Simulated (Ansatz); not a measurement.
The coordinates of a crystal:

```
CELL_PARAMETERS angstrom
4.68803 0.00000 0.00000
0.00000 4.68803 0.00000
0.00000 0.00000 7.27493
ATOMIC_POSITIONS crystal
Si 0.00000 0.00000 0.00000
Si 0.00000 0.50000 0.25000
O 0.13424 0.25000 0.12500
O 0.25000 0.63424 0.37500
O 0.75000 0.36576 0.37500
O 0.86576 0.75000 0.12500
Si 0.50000 0.50000 0.50000
Si 0.50000 0.00000 0.75000
O 0.63424 0.75000 0.62500
O 0.75000 0.13424 0.87500
O 0.25000 0.86576 0.87500
O 0.36576 0.25000 0.62500
```

Q: Describe what this structure looks like.

A: The formula is SiO₂. The symmetry is that of I-42d (No. 122), on a body-centred tetragonal lattice. It has 12 atoms to the cell (4 Si, 8 O). The neighbours of Si are four O in a tetrahedral arrangement at 1.61 Å. The neighbours of O are two Si in a bent arrangement at 1.61 Å. The bonds build a three-dimensional framework.

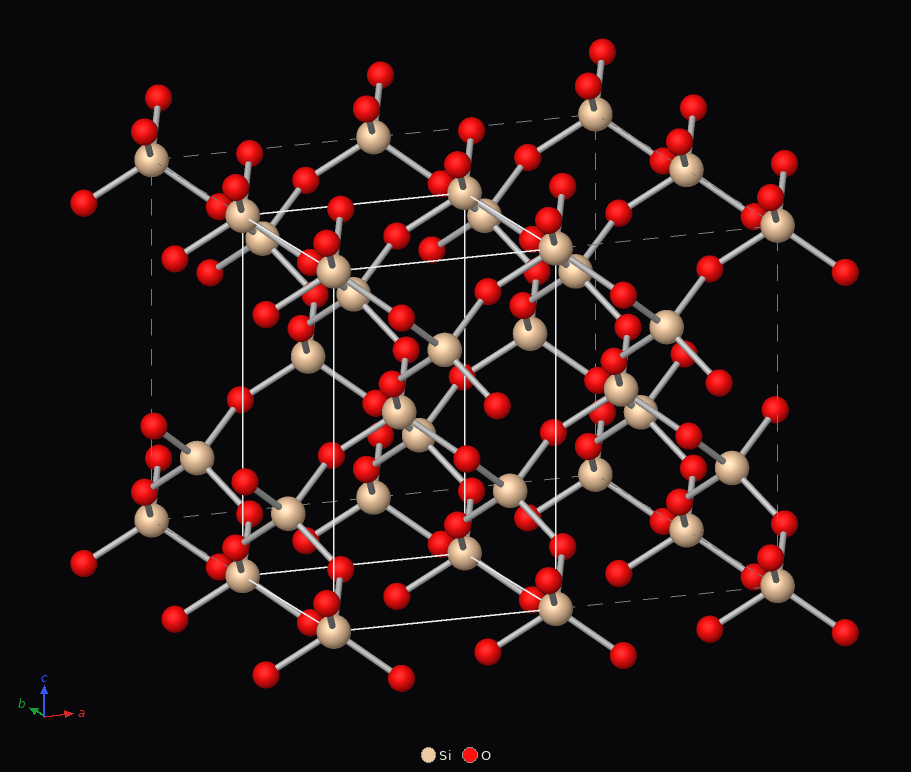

Ball-and-stick drawing of the structure, looking slightly off an axis. A block of 2×2×1 cells is shown, with one conventional unit cell in solid outline. Some neighbours outside the box are added. Colours: silicon light orange, oxygen red.

The structure comes from a structure listed in the Materials Project. Earlier steps of the study, as a rule a relaxation of our own, may have changed the cell and positions, so they can lie some per cent off the listed ones. It went into a calculation with Ansatz.
